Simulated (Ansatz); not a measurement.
## Electronic structure of PtSe₂ in real space

Input

```
crystal:
  lattice:
    - [-2.5226166242, 2.5226166242, 5.641979538]
    - [2.5226166242, -2.5226166242, 5.641979538]
    - [2.5226166242, 2.5226166242, -5.641979538]
  atoms:
    - { symbol: Pt, position: [0.75, 0.25, 0.5] }
    - { symbol: Pt, position: [0.0, 0.0, 0.0] }
    - { symbol: Se, position: [0.5334045634, 0.0334045634, 0.5] }
    - { symbol: Se, position: [0.7834045634, 0.7834045634, 0.0] }
    - { symbol: Se, position: [0.2165954366, 0.2165954366, 0.0] }
    - { symbol: Se, position: [0.9665954366, 0.4665954366, 0.5] }
kpoints:
  mp_grid: { grid: [8, 8, 8] }
  band_path:
    path:
      - [0.0, 0.0, 0.0]
      - [0.0, 0.0, 0.5]
      - [0.25, 0.25, 0.25]
      - [0.0, 0.5, 0.0]
      - [0.5, 0.5, -0.5]
      - [0.2999780724, 0.7000219276, -0.2999780724]
      - [-0.2999780724, 0.2999780724, 0.2999780724]
      - [-0.0999561448, 0.0999561448, 0.5]
      - [0.5, 0.5, -0.0999561448]
    npoints: 1
hamiltonian:
  xc: r2scan
  dispersion: rvv10
scf:
  occupations: { method: fermi_dirac, width: 0.03 }
  n_extra_bands: 5
output:
  forces: true
  stress: true
  eigenvalues: true
  write_density: true
  write_potential: true
  elf: true
  volumetric_format: npy
```

Command:

```sh
ansatz run input.yaml --threads 2 --pin off --max-ram 2211MiB --backend cpu --events-out ev --progress --plain --runs-dir out
```

Below, planes, directions and counts refer to the conventional cell (a = 5.05 Å, b = 5.05 Å, c = 11.28 Å, α = 90.00°, β = 90.00°, γ = 90.00°).

Space group I4₁/amd; started from the anatase prototype, which need not be the ambient phase.

All numbers below come from DFT, r2SCAN+rVV10, plane waves, PAW (Ansatz 0.2.0).

In a PAW calculation such maps are meaningful between the atoms, not at the nuclei.

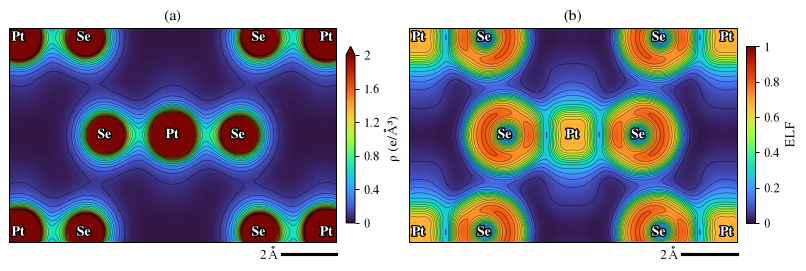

Figure 1. (a) valence electron density; (b) ELF on the (110) plane of the conventional cell.

Question: Describe what can be read from this map.

Answer:
- The section cuts through Pt and Se sites.
- Pt–Se (2.44 Å): ρ is about 0.65 e/Å³ halfway; the ELF is about 0.50 at the midpoint.
- Between the atoms the lowest density in this plane is 0.01 e/Å³.
- The features right at Pt lie inside the PAW spheres, where the map follows smoothed inner orbitals and isn't to be read closely.

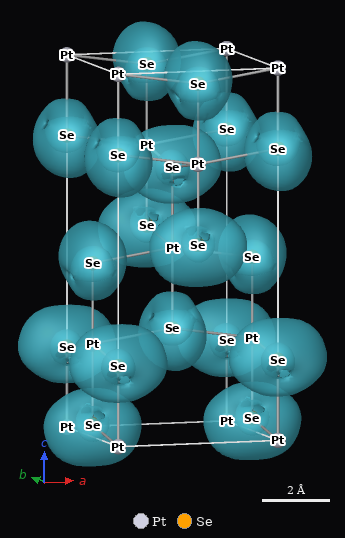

Figure 2. Isosurface of the ELF at 0.65 (cyan), seen slightly off an axis. Core shells and regions of very low density are left out. Sticks mark near contacts.

Question: Identify the bonds, lone pairs and shells in this picture.

Answer: The surface consists of eight regions wrapped around Se (the valence shell of each), counted in one cell of 12 atoms. Regions shared between cells count once. Along the contacts the grid gives the following. Pt–Se (2.55 Å): the ELF is about 0.40 at the midpoint.
